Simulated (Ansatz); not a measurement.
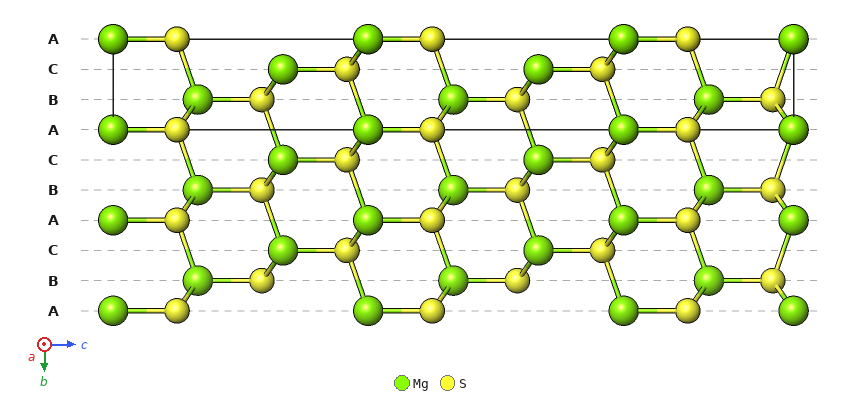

Projection along an edge of the hexagonal mesh, stacking direction c to the right. The dashed lines mark the three columns A (0, 0), B (1/3, 2/3) and C (2/3, 1/3). The sequence starts with the first layer at or above the cell's origin.

The compound is MgS, taken as the end point of a relaxation with DFT PBE, scalar-relativistic, plane waves, PAW in Ansatz 0.2.0; the starting structure was generated, so it need not be a known form of this composition.

### List the layers of one repeat.

Mg(A) – S(A) – Mg(B) – S(B) – Mg(C) – S(C) – Mg(A) – S(A) – Mg(B) – S(B) – Mg(C) – S(C) – Mg(A) – S(A) – Mg(B) – S(B) (16 layers in 26.25 Å).

### How are the S layers alone stacked?

S layers alone: ABCABCAB, a mixed type, (cccccchh) in Jagodzinski's notation.

### Which positions between or in the S layers do the other atoms fill?

Mg: eight tetrahedral sites in each hexagonal cell.

### What short polytype symbol fits?

Polytype symbol 8H, the symbol of a tetrahedral polytype (number of double layers in the repeat and lattice).
